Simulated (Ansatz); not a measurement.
Gd

The calculation's input:

```
crystal:
  lattice:
    - [-2.025, 2.025, 2.025]
    - [2.025, -2.025, 2.025]
    - [2.025, 2.025, -2.025]
  atoms:
    - { symbol: Gd, position: [0.0, 0.0, 0.0], spin: 7.3, spin_axis: [0.57735027, 0.57735027, 0.57735027] }
magnetization:
  noncollinear: true
  spin_orbit: true
kpoints:
  mp_grid: { grid: [9, 9, 9] }
scf:
  occupations: { method: fermi_dirac, width: 0.1 }
  convergence: { dr2_threshold: 1.0e-09 }
  max_iter: 120
hamiltonian:
  xc: pbe
  pseudopotentials: { kind: paw_fr }
output:
  eigenvalues: false
  hubbard: { sites: [{ species: Gd, l: f }] }
  write_density: true
  write_potential: true
  elf: true
  volumetric_format: npy
```

Launched as:

```sh
ansatz run input.yaml --threads 3 --pin off --max-ram 6144MiB --backend cpu --events-out ev --progress --plain --runs-dir out
```

Space group Im-3m.

Method: DFT, PBE, PAW with Ansatz's default frozen-core files, fully relativistic files with spin-orbit coupling in Ansatz 0.2.0.

Core electrons are frozen (PAW), and the valence fields are smoothed inside the atomic spheres.

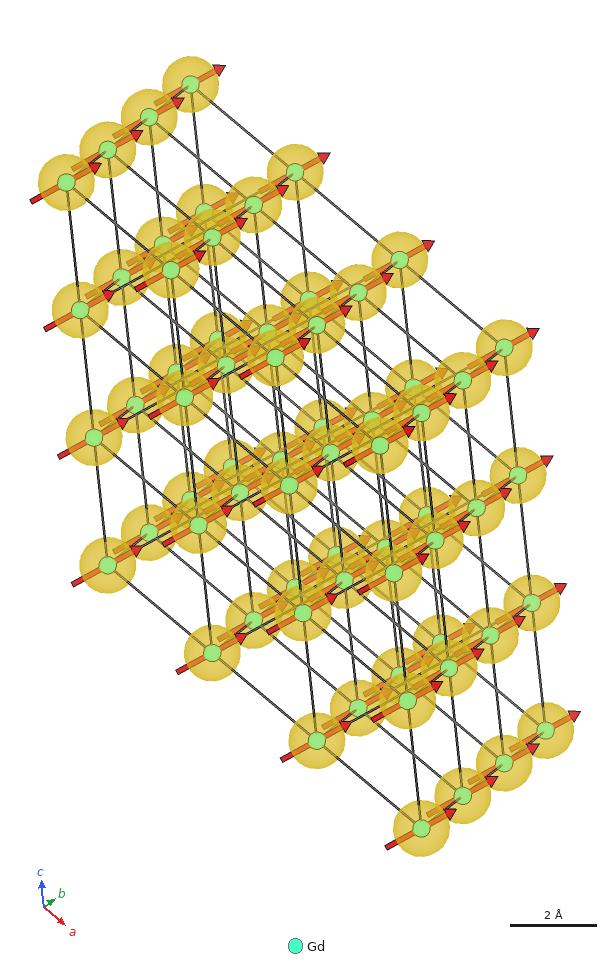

Figure 1. Isosurface of the size of the magnetisation density at 1.5 e/Å³ (yellow), with the spin moments of the magnetic sites as arrows; seen slightly off an axis.

> Describe the magnetic structure.

Spin moments: Gd 6.8 μB. There is one magnetic site in the cell, along [1 1 1] of the cell.

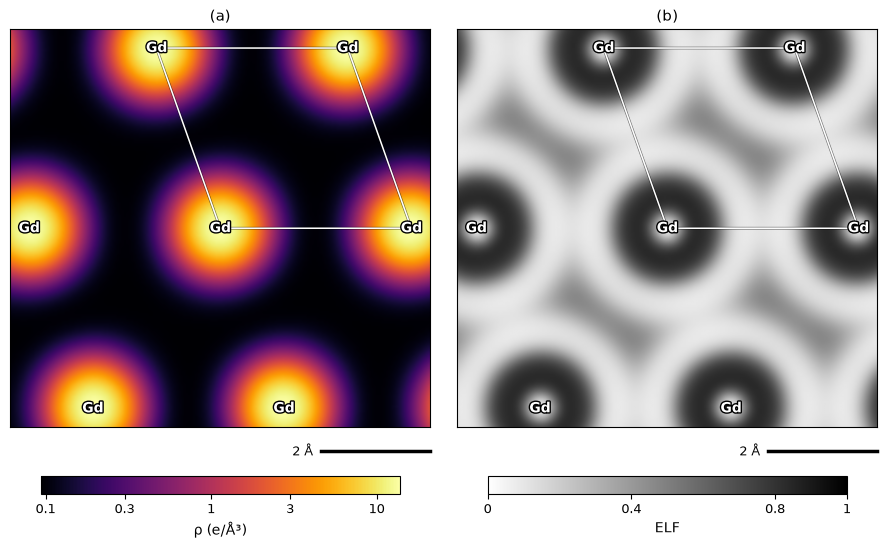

Figure 2. (a) valence charge density (pseudo); (b) ELF on the (010) plane of the calculation cell.

> Interpret the plot.

The section cuts through Gd sites.
Gd–Gd (3.51 Å): ρ is about 0.1 e/Å³ halfway; the ELF is about 0.10 at the midpoint (no localised pair shows between them).
Between the atoms the lowest density in this plane is 0.09 e/Å³.
The features right at Gd lie inside the PAW spheres, where the map follows smoothed inner orbitals and isn't to be read closely.

> Does the calculation give a band gap?

It is metallic or semimetallic at this level of theory: no gap opens.
